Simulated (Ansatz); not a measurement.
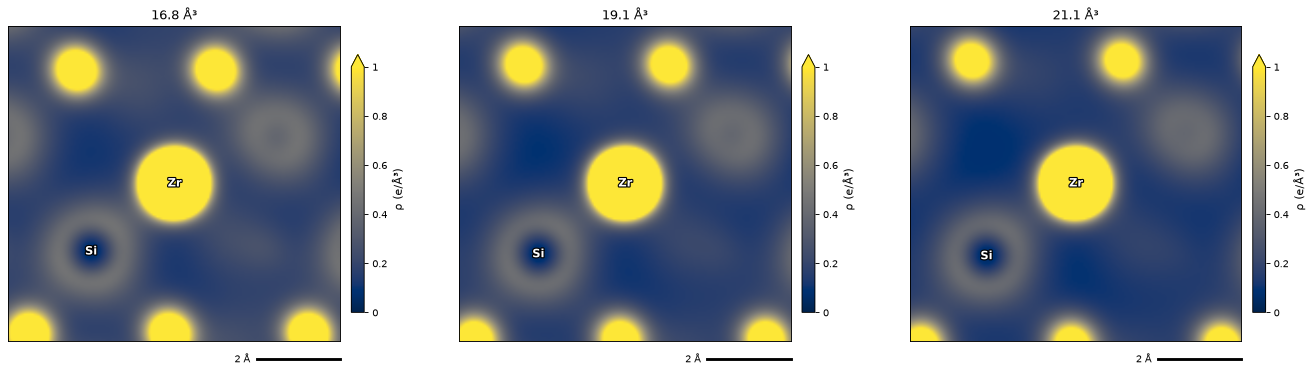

Zr4Si3. The valence charge density (pseudo) of cells scaled evenly to different volumes (given per atom above each panel), on the (100) plane of each (indices in the axes of the cell below), at one length scale and on one colour scale.

A generated structure, not necessarily the stable one.

Method: Ansatz 0.2.0, DFT PBE, scalar-relativistic, plane waves, PAW.

The largest cell:

```
Zr Si
1.0
    -4.19254    4.19254    4.19254
     4.19254   -4.19254    4.19254
     4.19254    4.19254   -4.19254
Zr Si
8 6
Direct
  0.50000 0.00000 0.86608
  0.00000 0.36608 0.50000
  0.86608 0.50000 0.00000
  0.50000 0.00000 0.36608
  0.13392 0.13392 0.13392
  0.00000 0.86608 0.50000
  0.36608 0.50000 0.00000
  0.63392 0.63392 0.63392
  0.62500 0.37500 0.25000
  0.12500 0.75000 0.87500
  0.75000 0.87500 0.12500
  0.87500 0.12500 0.75000
  0.37500 0.25000 0.62500
  0.25000 0.62500 0.37500
```

| volume (Å³/atom) | Zr–Si contact in the plane (Å) | ρ at its midpoint (e/Å³) | pressure (GPa) | 
| --- | --- | --- | --- |
| 16.84 | 2.577 | 0.368 | 20.8 | 
| 17.42 | 2.604 | ? | ? | 
| 19.14 | 2.681 | 0.317 | 0.0 | 
| 21.06 | 2.760 | 0.285 | −9.9 | 

Question: Estimate the missing row, and compare with the calculation.

Answer: Over the known rows ln ρ falls by 1.40 per Å of Zr–Si distance (a least-squares line), which gives 0.354 e/Å³ at 2.604 Å; the calculation gives 0.354 e/Å³. For the pressure, a straight line in volume between the neighbouring rows gives 15.6 GPa; the calculation gives 14.4, lower because pressure rises ever faster on compression.
